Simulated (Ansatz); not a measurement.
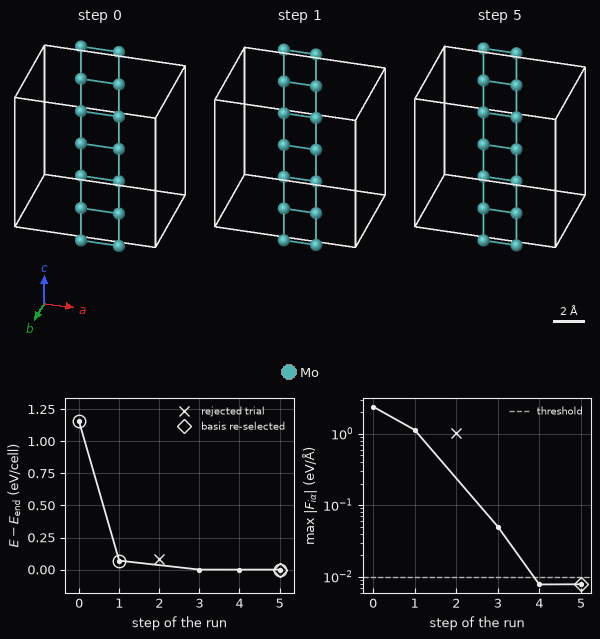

Frames of a relaxation of a wire of composition Mo, marked on the history of the run. Style: ball-and-stick. Shown: the 2 repeat of the cell, with the vacuum cut short, from a free direction.

Case: ladder chain of atoms.

Theory: Ansatz, DFT PBE, scalar-relativistic, plane waves, PAW.

The input:
```yaml
crystal:
  lattice:
    - [11.6, 0.0, 0.0]
    - [0.0, 9.3, 0.0]
    - [0.0, 0.0, 4.9266405123]
  atoms:
    - { symbol: Mo, position: [0.3885135229, 0.5, 0.0], spin: 1.5 }
    - { symbol: Mo, position: [0.3885135229, 0.5, 0.5], spin: 1.5 }
    - { symbol: Mo, position: [0.6114864771, 0.5, 0.0], spin: 1.5 }
    - { symbol: Mo, position: [0.6114864771, 0.5, 0.5], spin: 1.5 }
basis:
  ecutwfc: 420
kpoints:
  mp_grid: { grid: [1, 1, 13] }
hamiltonian:
  xc: pbe
scf:
  occupations: { method: gaussian, width: 0.05 }
output:
  forces: true
  stress: true
  eigenvalues: true
  populations: true
  write_density: true
  write_potential: true
  elf: true
  volumetric_format: npy
magnetization:
  spin_polarized: true
relax:
  adjacent_minimum: "off"
  f_tol: 0.01
  max_steps: 45
  cell: { fix: [a, b, alpha, beta, gamma], stress_tol: 0.03 }
```

Run as
```bash
ansatz run input.yaml --threads 2 --pin off --max-ram 5120MiB --backend cpu --events-out ev --progress --plain --runs-dir out
```

### What happens along the run?

After 3 accepted moves (5 points after the start) the energy has fallen by 1.155 eV per cell of the calculation. Largest force component: 2.4 eV/Å at the start, 0.0078 eV/Å at the end. The line search rejected the trial step at point 2 of the run. The SCF was repeated once at an unchanged geometry on a basis and grid sized afresh for the cell, which shifted the energy by 0.2 meV per cell of the calculation at most. The largest moves relative to the layer's centre, 0.17 Å, are those of Mo1, Mo2, Mo3 and Mo4. Along the periodic axis the drawn cell goes c 9.853 → 9.758 Å (−1.0 %). Among the contacts that change: Mo1–Mo3 2.586 → 2.252 Å, Mo1–Mo2 2.463 → 2.440 Å. The program noted that the starting moments weren't kept. The run took 12 min on 2 threads of Intel(R) Xeon(R) Processor @ 2.50GHz (Skylake/Cascade Lake), on a shared host, peak memory 1.1 GiB. From step 0 to 1: Mo atoms move most (0.20 Å), energy −1.085 eV per cell of the calculation. From step 1 to 5: Mo atoms move most (0.03 Å), energy −69.8 meV per cell of the calculation.

```csv
step,"E − E(0), meV/atom","largest force component, eV/Å",note
0,0.00,2.3884,
1,-271.19,1.1300,
2,-268.27,1.0287,rejected
3,-288.65,0.0503,
4,-288.69,0.0078,
5,-288.65,0.0078,"same geometry, new basis"
```

Limits of the set-up: the k-point mesh is coarse for a cell with partly filled bands.
